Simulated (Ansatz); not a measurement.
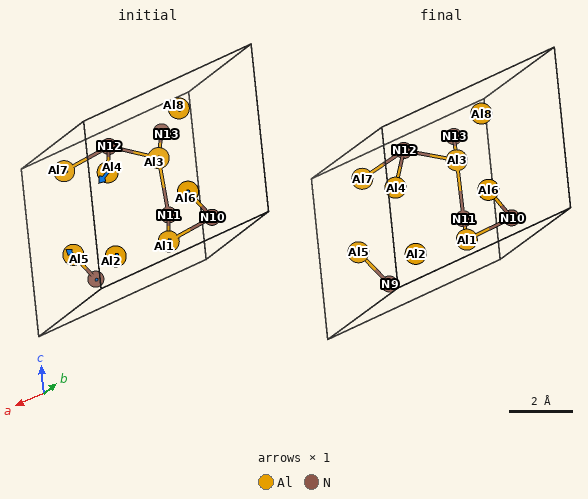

The structure of solid Al8N5 (a generated structure, set up in P1) (coarse preliminary run) before (left) and after (right) a relaxation, at one scale. The blue arrows give the displacements (the part carried along by the change of the cell is left out), at their true length.

A ball-and-stick model of the cell of the calculation, seen from a free direction.

Case: 3 of 8 N atoms taken out at random.

Theory: DFT PBE, scalar-relativistic, plane waves, PAW in Ansatz 0.2.0.

Input
```yaml
crystal:
  lattice:
    - [3.130233703, 0.0, -5.0180132442]
    - [3.130233703, 0.0, 5.0180132442]
    - [-3.130233703, -5.4217238131, 0.0]
  atoms:
    - { symbol: Al, position: [0.3308648228, 0.3341081016, 0.1648687011] }
    - { symbol: Al, position: [0.8334475356, 0.8326231858, 0.1642146288] }
    - { symbol: Al, position: [0.3391412505, 0.3340197268, 0.6657068993] }
    - { symbol: Al, position: [0.8303878753, 0.835951468, 0.6632581112] }
    - { symbol: Al, position: [0.911322384, 0.4098657737, 0.3302408053] }
    - { symbol: Al, position: [0.4130302488, 0.9108457243, 0.3344191064] }
    - { symbol: Al, position: [0.9156446163, 0.4133617423, 0.8305319592] }
    - { symbol: Al, position: [0.4157731544, 0.9102493307, 0.8326904309] }
    - { symbol: "N", position: [0.6513215812, 0.0286626077, 0.1743559367] }
    - { symbol: "N", position: [0.1443820508, 0.5281201524, 0.1667567153] }
    - { symbol: "N", position: [0.2282349831, 0.1062184178, 0.3402896461] }
    - { symbol: "N", position: [0.7189128748, 0.6040186432, 0.832749334] }
    - { symbol: "N", position: [0.2195544985, 0.1067952988, 0.8321129458] }
  symmetry: { detect: false }
basis:
  ecutwfc: 420
kpoints:
  mp_grid: { grid: [3, 3, 3], shift: [0.0, 0.0, 0.0] }
hamiltonian:
  xc: pbe
scf:
  occupations: { method: gaussian, width: 0.1 }
  lower_state_search: "off"
output:
  forces: true
  stress: true
  eigenvalues: true
relax:
  adjacent_minimum: "off"
  f_tol: 0.04
  max_steps: 50
  cell: { stress_tol: 0.3 }
```

Launched with:
```bash
ansatz run input.yaml --threads 4 --pin off --max-ram 9216MiB --backend cpu --events-out ev --progress --plain --runs-dir out
```

What changed between the two?

Answer. The energy falls by 0.927 eV per cell of the calculation in 8 accepted moves (11 points after the start). The largest force component goes from 1.2 to 0.023 eV/Å. The pressure goes from −0.78 to −0.07 GPa. The line search rejected the trial step at point 7 of the run. The SCF was repeated twice at an unchanged geometry on a basis and grid sized afresh for the cell, which shifted the energy by 5.8 meV per cell of the calculation at most. The largest move relative to the cell is that of Al4, 0.56 Å along [1 −2 −1]. Largest moves by element: Al 0.56 Å, N 0.11 Å. Cell: a 5.914 → 6.110 Å (+3.3 %), b 5.914 → 6.109 Å (+3.3 %), c 6.260 → 6.022 Å (−3.8 %), α 105.3° → 104.7°, β 105.3° → 104.4°, γ 116.1° → 120.3°. Volume −1.6 %. Some distances before and after: Al5–N9 1.842 → 1.954 Å, Al6–N10 1.856 → 1.935 Å, Al6–N11 1.908 → 1.958 Å, Al1–N11 1.951 → 1.903 Å. Bond angles that change, for instance: Al4–N13–Al8 108.3° → 92.4°, Al4–N12–Al7 107.3° → 92.4°, N9–Al5–N10 112.3° → 99.8°. The space group (tolerance 0.01 Å) goes from P1 (No. 1) to Cm (No. 8). Cost: 68 s on 4 threads of Intel(R) Xeon(R) Processor @ 2.50GHz (Skylake/Cascade Lake), with other jobs on the host, peak memory 0.53 GiB.
